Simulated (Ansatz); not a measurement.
## Two runs on Hf

System: Hf (2 atoms in the cell).
Method of run 1: Kohn-Sham DFT of a periodic cell, PBE, Ansatz PAW, no spin polarisation (Ansatz 0.2.0).

The structure derives from an entry of the Crystallography Open Database. Text and figures count atoms from 1; the logs count them from 0 in places.

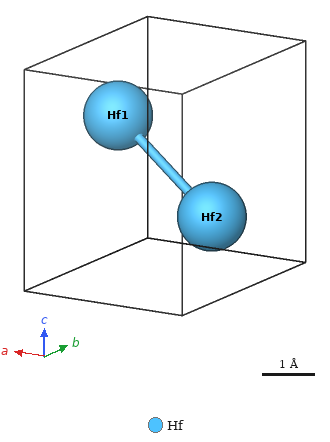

**Figure 1.** The structure (ball-and-stick view of the cell of the calculation, seen at an oblique angle; atoms are numbered from 1 in the order of the input). An atom can appear more than once, as a periodic image. Near neighbours in the periodic cell (some may lie outside the picture): Hf has 12 Hf at 3.05 to 3.20 Å.

**Input, run 1**
```yaml
crystal:
  lattice:
    - [3.1967, 0.0, 0.0]
    - [-1.59835, 2.7684234083, 0.0]
    - [0.0, 0.0, 4.855488]
  atoms:
    - { symbol: Hf, position: [0.6666666667, 0.3333333333, 0.75] }
    - { symbol: Hf, position: [0.3333333333, 0.6666666667, 0.25] }
hamiltonian:
  xc: pbe
  pseudopotentials: { kind: paw }
kpoints:
  mp_grid: { grid: [8, 8, 5] }
scf:
  occupations: { method: fermi_dirac, width: 0.05 }
output:
  forces: true
  stress: true
  eigenvalues: true
  write_density: true
  write_potential: true
  elf: true
  volumetric_format: npy
```

Command:
```bash
ansatz run input.yaml --threads 2 --pin off --max-ram 5632MiB --backend cpu --events-out ev --progress --plain --runs-dir out
```

Hardware: 2 threads of Intel Xeon (Sapphire Rapids), 16 GiB of memory available, shared host.

**Output, shortened to warnings, some set-up lines, iterations and results (run 1)**
```
Basis set: ecut = 420 eV, 869 PW (Γ), exchange–correlation on 48×48×72 points (8 copies of the dense FFT grid, shifted against one another)
Symmetry: 24 space group operations
k-points: 30 of 320
Initial density: superposition of atomic densities (neutral atoms: chi_scale 0, normalization atom), corrected by the library's trained network
[...]
SCF iter   1: F=—  HF=-31442.675269 eV  |F-HF|=—  |Δ(HF+E_count)|=         —  Δρ=3.64e-3  dr2=3.58e-3  ethr=1.77e-3  ⟨swp⟩=5.3  Hψ=3232  notcnv=0
SCF iter   2: F=—  HF=-31442.675043 eV  |F-HF|=—  |Δ(HF+E_count)|=   2.26e-4  Δρ=2.21e-3  dr2=1.33e-3  ethr=6.88e-6  ⟨swp⟩=2.0  Hψ=1378  notcnv=0  defer=1
SCF iter   3: F=—  HF=-31442.675136 eV  |F-HF|=—  |Δ(HF+E_count)|=   9.35e-5  Δρ=3.74e-4  dr2=5.84e-5  ethr=2.57e-6  ⟨swp⟩=2.0  Hψ=1495  notcnv=0  defer=1
SCF iter   4: F=—  HF=-31442.675063 eV  |F-HF|=—  |Δ(HF+E_count)|=   7.36e-5  Δρ=2.00e-4  dr2=9.05e-6  ethr=1.12e-7  ⟨swp⟩=2.2  Hψ=1769  notcnv=0  defer=2
SCF iter   5: F=—  HF=-31442.675059 eV  |F-HF|=—  |Δ(HF+E_count)|=   3.87e-6  Δρ=3.26e-5  dr2=2.26e-7  ethr=1.74e-8  ⟨swp⟩=2.6  Hψ=1728  notcnv=0  defer=2
SCF iter   6: F=-31442.675059 eV  HF=-31442.675059 eV  |F-HF|=1.44e-9  |Δ(HF+E_count)|=   1.09e-7  Δρ=7.06e-6  dr2=1.22e-8  ethr=1.92e-10  ⟨swp⟩=11.1  Hψ=7331  notcnv=0
SCF 1 converged in 6 iterations: F = -31442.675059 eV  dr2 = 1.22e-8
SCF converged after 6 iterations
Free energy (F): -31442.675059 eV
Harris-Foulkes:  -31442.675059 eV  (|F-HF|=1.44e-9)
Internal energy: -31442.663500 eV  (E = F + TS)
E sigma→0 (E₀):  -31442.669279 eV
Entropy (-TS):   -0.011559 eV (-5.780 meV/atom)
Fermi energy:    20.882299 eV
--- Per-component energies (eV) ---
  E_band       = 122.350748
  E_kinetic    = 851.888669
  E_local      = -9936.057255  (includes V_loc(G=0)·N_el)
  E_nonlocal   = -2488.226242
  E_hartree    = 4693.708709
  E_xc         = -601.632390
  E_vxc        = -534.235286  (∫ρ·V_xc dr)
  E_paw        = -13856.602623  (= ΣΔE_a)
  E_vpaw       = 2841.571868  (= ΣTr[D̂ρ^β])
  E_aug_tail   = -0.000003  (compensation charges beyond the density's cutoff)
  E_ewald      = -10105.742364
  E_smearing   = -0.011559  (= −TS)
  E_closure    = 0.000000  (closes the sum)
  Σ components = -31442.675059   (vs F -31442.675059, Δ=0.00e0)
--- Forces (eV/Å), atoms counted from 1 ---
  atom   1  Hf    -0.00000000     0.00000000     0.00000000
  atom   2  Hf    -0.00000000    -0.00000000     0.00000000
  max |Σ_I F_I| component: 7.40e-17 eV/Å
--- Stress (GPa, compression-positive) ---
        3.997771       0.000000       0.000000
        0.000000       3.997771       0.000000
        0.000000       0.000000      10.440000
  P = ⅓ Tr σ = 6.1452 GPa (61.452 kbar)
```

For run 2 the input was changed thus:
```diff
-    - [0.0, 0.0, 4.855488]
+    - [0.0, 0.0, 5.260112]
-  mp_grid: { grid: [8, 8, 5] }
+  mp_grid: { grid: [8, 8, 4] }
```

What does this change do to the results?

With the same functional and potentials, run 2 lies 17.0 meV per atom lower (other lines of the input change too). The pressure goes from 6.15 to −3.49 GPa. The volume per atom goes from 21.49 to 23.28 Å³. The number of SCF iterations is the same. The plane waves at Γ go from 869 to 917.

**Output, shortened to warnings, some set-up lines, iterations and results (run 2)**
```
Basis set: ecut = 420 eV, 917 PW (Γ), exchange–correlation on 48×48×72 points (8 copies of the dense FFT grid, shifted against one another)
Symmetry: 24 space group operations
k-points: 30 of 256
Initial density: superposition of atomic densities (neutral atoms: chi_scale 0, normalization atom), corrected by the library's trained network
[...]
SCF iter   1: F=—  HF=-31442.708584 eV  |F-HF|=—  |Δ(HF+E_count)|=         —  Δρ=3.45e-3  dr2=3.16e-3  ethr=1.77e-3  ⟨swp⟩=4.3  Hψ=3152  notcnv=0
SCF iter   2: F=—  HF=-31442.708910 eV  |F-HF|=—  |Δ(HF+E_count)|=   3.26e-4  Δρ=2.19e-3  dr2=1.43e-3  ethr=6.07e-6  ⟨swp⟩=2.1  Hψ=1432  notcnv=0
SCF iter   3: F=—  HF=-31442.708982 eV  |F-HF|=—  |Δ(HF+E_count)|=   7.20e-5  Δρ=2.91e-4  dr2=3.27e-5  ethr=2.75e-6  ⟨swp⟩=2.0  Hψ=1096  notcnv=0
SCF iter   4: F=—  HF=-31442.709009 eV  |F-HF|=—  |Δ(HF+E_count)|=   2.73e-5  Δρ=1.09e-4  dr2=3.83e-6  ethr=6.29e-8  ⟨swp⟩=2.3  Hψ=1809  notcnv=0
SCF iter   5: F=—  HF=-31442.709004 eV  |F-HF|=—  |Δ(HF+E_count)|=   5.51e-6  Δρ=4.94e-5  dr2=6.75e-7  ethr=7.36e-9  ⟨swp⟩=3.0  Hψ=1890  notcnv=0
SCF iter   6: F=-31442.709004 eV  HF=-31442.709004 eV  |F-HF|=1.98e-8  |Δ(HF+E_count)|=   1.05e-7  Δρ=1.74e-5  dr2=9.54e-8  ethr=1.92e-10  ⟨swp⟩=8.5  Hψ=7882  notcnv=0
SCF 1 converged in 6 iterations: F = -31442.709004 eV  dr2 = 9.54e-8
SCF converged after 6 iterations
Free energy (F): -31442.709004 eV
Harris-Foulkes:  -31442.709004 eV  (|F-HF|=1.98e-8)
Internal energy: -31442.700362 eV  (E = F + TS)
E sigma→0 (E₀):  -31442.704683 eV
Entropy (-TS):   -0.008642 eV (-4.321 meV/atom)
Fermi energy:    19.023268 eV
--- Per-component energies (eV) ---
  E_band       = 24.619274
  E_kinetic    = 845.468853
  E_local      = -10350.632361  (includes V_loc(G=0)·N_el)
  E_nonlocal   = -2489.064329
  E_hartree    = 4852.154985
  E_xc         = -599.172814
  E_vxc        = -530.994467  (∫ρ·V_xc dr)
  E_paw        = -13854.867989  (= ΣΔE_a)
  E_vpaw       = 2845.537710  (= ΣTr[D̂ρ^β])
  E_aug_tail   = -0.000003  (compensation charges beyond the density's cutoff)
  E_ewald      = -9846.586703
  E_smearing   = -0.008642  (= −TS)
  E_closure    = 0.000000  (closes the sum)
  Σ components = -31442.709004   (vs F -31442.709004, Δ=0.00e0)
--- Forces (eV/Å), atoms counted from 1 ---
  atom   1  Hf     0.00000000     0.00000000     0.00000000
  atom   2  Hf     0.00000000    -0.00000000     0.00000000
  max |Σ_I F_I| component: 9.25e-18 eV/Å
--- Stress (GPa, compression-positive) ---
       -1.962997      -0.000000       0.000000
       -0.000000      -1.962997       0.000000
        0.000000       0.000000      -6.551534
  P = ⅓ Tr σ = -3.4925 GPa (-34.925 kbar)
```

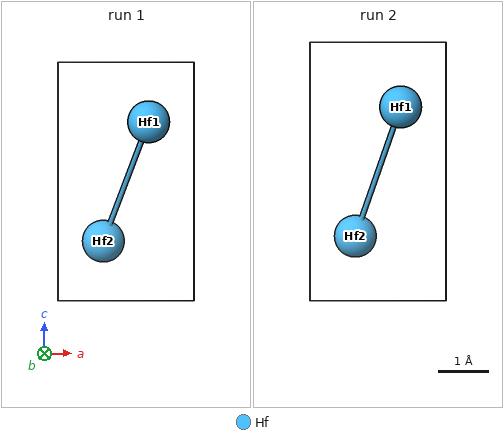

**Figure 2.** The two input geometries at one scale (ball-and-stick view of the cell of the calculation, along the b axis). No atom moves by more than 0.005 Å relative to the cell. Cell: a = b stay at 3.197 Å, c 4.855 → 5.260 Å (+8.3 %). Volume +8.3 %. Among the contacts that change: Hf1–Hf2 3.050 → 3.213 Å.

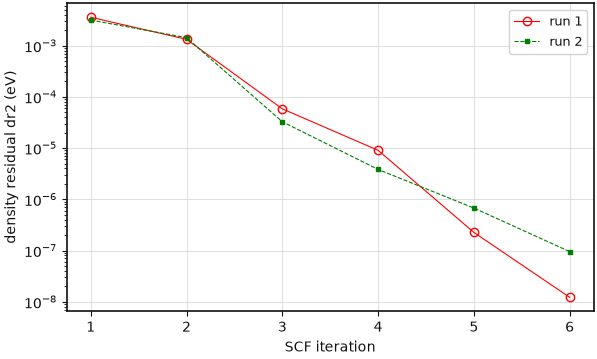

**Figure 3.** Convergence of the two runs: density residual dr2 against the SCF iteration. Run 1 takes 6 iterations in all, and run 2 takes 6.

**The two runs side by side**

| quantity | run 1 | run 2 |
| --- | --- | --- |
| outcome | converged | converged |
| free energy per atom (eV) | −15721.3375 | −15721.3545 |
| energy per atom, smearing taken to zero (eV) | −15721.3346 | −15721.3523 |
| gap on the mesh (eV) | 0.00 | 0.00 |
| pressure (GPa) | 6.15 | −3.49 |
| volume per atom (Å³) | 21.49 | 23.28 |
| largest force (eV/Å) | 0.000 | 0.000 |
| SCF iterations | 6 | 6 |
| irreducible k-points | 30 | 30 |
| plane waves at Γ | 869 | 917 |
| wall time (shared host) | 2.4 s | 2.2 s |

For both runs: Spin–orbit coupling is left out, which matters for Hf.
